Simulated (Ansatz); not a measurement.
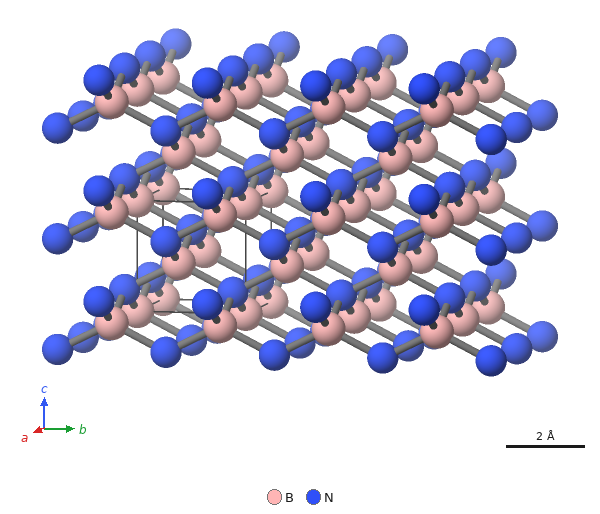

Fig. 1: The structure as given in the input (ball-and-stick view of the cell 2 times as large as that of the calculation, set on its symmetry axes, repeated 2 × 3 × 2, seen slightly off an axis; bonded neighbours outside the cell are drawn too). An atom can appear more than once, as a periodic image. Near neighbours in the periodic cell (some may lie outside the picture): B has 4 N at 1.61 Å; N has 4 B at 1.61 Å.

Run report: BN, single-point calculation

The run: single-point calculation of BN (I-4m2, 2 atoms in the cell). Method and program: DFT r2SCAN, scalar-relativistic, plane waves, PAW, no spin polarisation (Ansatz 0.2.0).

The structure derives from a Materials Project entry. It belongs to a series of runs on one base structure; here: ratio of the length along z to the lengths across it x 0.707, volume and fractional coordinates fixed.

### Log
```
Engine: ansatz 0.2.0, x86_64-unknown-linux-gnu
Pseudopotentials: kind: paw
Pseudopotential: B, paw, valence charge 3, recommended cutoff 500 eV (meta_gga), B.paw.azcp
Pseudopotential: N, paw, valence charge 5, recommended cutoff 500 eV (meta_gga), N.paw.azcp
Functional definition: r2SCAN
  parameter k0 = 0.174
  parameter k1 = 0.065
  parameter a1 = 4.9479
  exchange = r2scan_x(k0 = k0, k1 = k1, a1 = a1)
  correlation = r2scan_c
Crystal: 2 atoms, lattice volume = 11.919 Å³
Basis set: ecut = 500 eV, 321 PW (Γ), exchange–correlation on 80×80×96 points (64 copies of the dense FFT grid, shifted against one another)
Bands: 8, of which v1, the nominal top of the filled ones, is band 4 counted from 1 (3 counted from 0)
Symmetry: 8 space group operations
Space group: I-4m2 (ITA 119), of the structure as read, at distance tolerance 2.3e-5 Å
k-points: 163 of 1728 (time reversal used)
Non-local potential: B, projectors of the file, l = 0: 2, l = 1: 2, l = 2: 1
Non-local potential: N, projectors of the file, l = 0: 2, l = 1: 2, l = 2: 1
PAW form: soft (Blöchl's): semilocal exchange-correlation on the pseudo side does not see the compensation charge
PAW frozen core: B, regenerated for the run's functional (the file was generated under x = pbe(κ = 0.804, μ = 0.2195149727645171), c = pbe(β = 0.06672455060314922))
PAW frozen core: N, regenerated for the run's functional (the file was generated under x = pbe(κ = 0.804, μ = 0.2195149727645171), c = pbe(β = 0.06672455060314922))
PAW one-centre angular grid: B, 302 points (default); XC on 160 Gauss nodes
PAW one-centre angular grid: N, 302 points (default); XC on 160 Gauss nodes
Initial density: superposition of atomic densities (neutral atoms: chi_scale 0, normalization atom), corrected by the library's trained network
Initial wavefunctions: pseudopotential atomic-orbital guess
Functional: x = r2scan, c = r2scan; τ floored in thin density (d = 2e-4 eV/Å³)
SCF iter   1: F=—  HF=-542.533473 eV  |F-HF|=—  |Δ(HF+E_count)|=         —  Δρ=1.46e-2  dr2=2.04e-2  dr2_τ=2.76e-1  ethr=1.77e-3  ⟨swp⟩=4.5  Hψ=8586  notcnv=0
preconditioner: auto → none  [insulator: Δε(μ)=1.328 eV  Ē_g=20.176 eV  σ=0.050 eV  W_gap=1.00  n_scr=0 (ndim 8)  ℏωp=30.4 eV  f_vac=0.000  D(μ)=0.00/eV (n_scr^D=0)  ε∞_Penn≈3.3]
SCF iter   2: F=—  HF=-542.621888 eV  |F-HF|=—  |Δ(HF+E_count)|=   8.84e-2  Δρ=7.12e-3  dr2=2.12e-3  dr2_τ=4.22e-4  ethr=2.55e-4  ⟨swp⟩=2.0  Hψ=3912  notcnv=0
SCF iter   3: F=—  HF=-542.622104 eV  |F-HF|=—  |Δ(HF+E_count)|=   2.16e-4  Δρ=2.36e-3  dr2=2.73e-4  dr2_τ=4.36e-5  ethr=2.65e-5  ⟨swp⟩=1.0  Hψ=1304  notcnv=0
SCF iter   4: F=—  HF=-542.622118 eV  |F-HF|=—  |Δ(HF+E_count)|=   1.38e-5  Δρ=2.79e-4  dr2=6.87e-6  dr2_τ=7.04e-7  ethr=3.42e-6  ⟨swp⟩=2.0  Hψ=1957  notcnv=0
SCF iter   5: F=—  HF=-542.622116 eV  |F-HF|=—  |Δ(HF+E_count)|=   1.62e-6  Δρ=6.70e-5  dr2=3.76e-7  dr2_τ=2.38e-8  ethr=8.59e-8  ⟨swp⟩=2.4  Hψ=1841  notcnv=0
SCF iter   6: F=-542.622116 eV  HF=-542.622116 eV  |F-HF|=1.14e-9  |Δ(HF+E_count)|=   1.07e-7  Δρ=1.02e-5  dr2=6.63e-9  dr2_τ=3.39e-10  ethr=1.25e-9  ⟨swp⟩=9.0  Hψ=8993  notcnv=0
SCF 1 converged in 6 iterations: F = -542.622116 eV  dr2 = 6.63e-9
  greatest PAW one-centre occupation: 0.795 electrons in one spin orbital (limit 2), on the N atom at site 1 (counted from 0), in its partial waves of l = 0
```

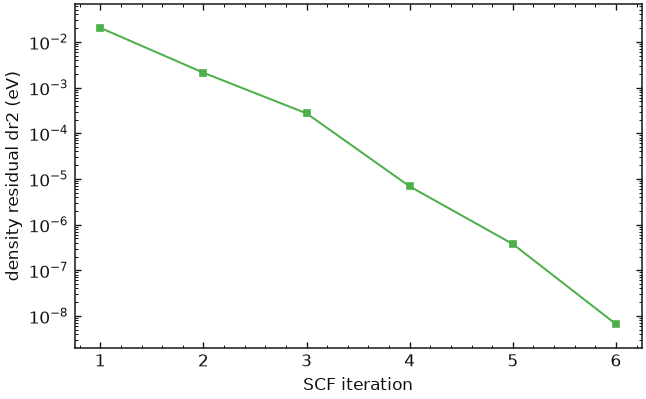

Fig. 2: Convergence of the self-consistent field: density residual dr2 against the SCF iteration. The residual falls at every step.

```
SCF converged after 6 iterations
Free energy (F): -542.622116 eV
Harris-Foulkes:  -542.622116 eV  (|F-HF|=1.14e-9)
Internal energy: -542.622116 eV  (E = F + TS)
E sigma→0 (E₀):  -542.622116 eV
Fermi energy:    13.298047 eV
--- Per-component energies (eV) ---
  E_band       = 25.052968
  E_kinetic    = 183.464676
  E_local      = -165.095275  (includes V_loc(G=0)·N_el)
  E_nonlocal   = 55.633660
  E_hartree    = 46.805274
  E_xc         = -91.594271
  E_vxc        = -126.757570  (∫ρ·V_xc dr)
  E_paw        = -209.116003  (= ΣΔE_a)
  E_vpaw       = -22.749949  (= ΣTr[D̂ρ^β])
  E_aug_tail   = 0.000012  (compensation charges beyond the density's cutoff)
  E_vtau       = 6.947764  (kinetic-family band-sum trace: ∫τ·v_τ [+ j·A + Jᵃ·Aᵃ] dr)
  E_ewald      = -362.672183
  E_core_change = -0.048007  (= ΣΔE_core)
  E_smearing   = -0.000000  (= −TS)
  E_closure    = 0.000000  (closes the sum)
  Σ components = -542.622116   (vs F -542.622116, Δ=0.00e0)
--- Forces (eV/Å), atoms counted from 1 ---
  atom   1  B     -0.00000000     0.00000000     0.00000000
  atom   2  N      0.00000000    -0.00000000     0.00000000
  max |Σ_I F_I| component: 2.22e-16 eV/Å
--- Stress (GPa, compression-positive) ---
      -55.138474       0.000000       0.000000
        0.000000     -55.138474       0.000000
       -0.000000       0.000000      84.554452
  P = ⅓ Tr σ = -8.5742 GPa (-85.742 kbar)
--- Band table (eV; the first three rows and the last of 163) ---
  k-point 0: bands = ["-10.0478", "10.3308", "10.3308", "12.6245", "20.1834", "21.3372", "22.5005", "22.5005"]
  k-point 1: bands = ["-9.8597", "9.8241", "10.0562", "12.2482", "19.8075", "21.7361", "22.4953", "23.0168"]
  k-point 2: bands = ["-9.3021", "8.2119", "9.3780", "11.6778", "19.0402", "22.2708", "22.5435", "24.2995"]
  k-point 162: bands = ["-2.0527", "3.5003", "3.5003", "5.8702", "13.9716", "15.3064", "29.9484", "29.9484"]
```

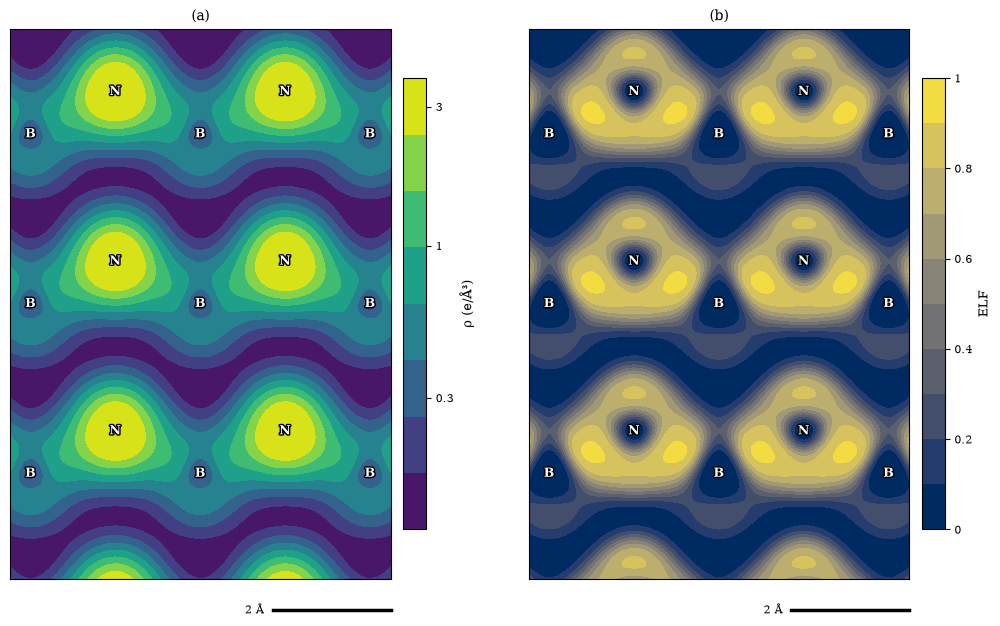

Fig. 3: (a) valence electron density; (b) ELF on the (010) plane of the conventional cell. Away from the nuclei the density in this plane falls to 0.11 e/Å³ at its lowest. In a PAW calculation such maps are meaningful between the atoms, not at the nuclei.

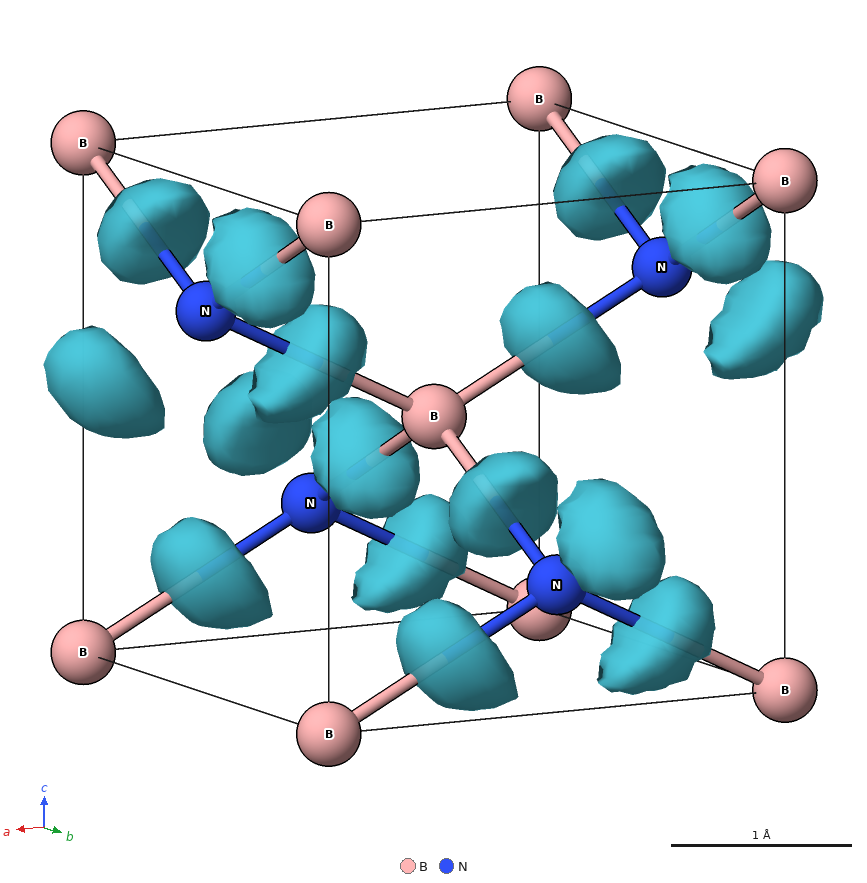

Fig. 4: Isosurface of the ELF at 0.85 (cyan), seen at an oblique angle. Only the valence region is drawn (cores and ρ < 0.01 e/Å³ removed). Sticks mark near contacts. The outline is the cell set on symmetry axes. Along the contacts the grid gives the following.

The run was set up as follows.

### Input
```yaml
crystal:
  lattice:
    - [0.0, 2.0351272637, 1.4388349754]
    - [2.0351272637, 0.0, 1.4388349754]
    - [2.0351272637, 2.0351272637, 0.0]
  atoms:
    - { symbol: B, position: [0.0, 0.0, 0.0] }
    - { symbol: "N", position: [0.75, 0.75, 0.75] }
basis:
  ecutwfc: 500
kpoints:
  mp_grid: { grid: [12, 12, 12] }
hamiltonian:
  xc: r2scan
scf:
  occupations: { method: gaussian, width: 0.05 }
output:
  forces: true
  stress: true
  eigenvalues: true
  write_density: true
  write_potential: true
  elf: true
  volumetric_format: npy
```

Run as:
```bash
ansatz run input.yaml --threads 1 --pin off --max-ram 2560MiB --backend cpu --events-out ev --progress --plain --runs-dir out
```

### Key numbers

- outcome: converged
- space group (tolerance 0.01 Å): I-4m2 (119)
- electrons treated: 8
- free energy: −542.6221 eV
- Fermi energy: 13.298 eV
- gap on the k-point mesh: 1.35 eV
- pressure: −8.57 GPa
- largest force (length of the vector): under 0.001 eV/Å
- hardware: 1 thread of AMD EPYC (Zen 5), 32 GiB of memory available, shared host
- wall time: 1.8 s
- peak memory: 0.37 GiB
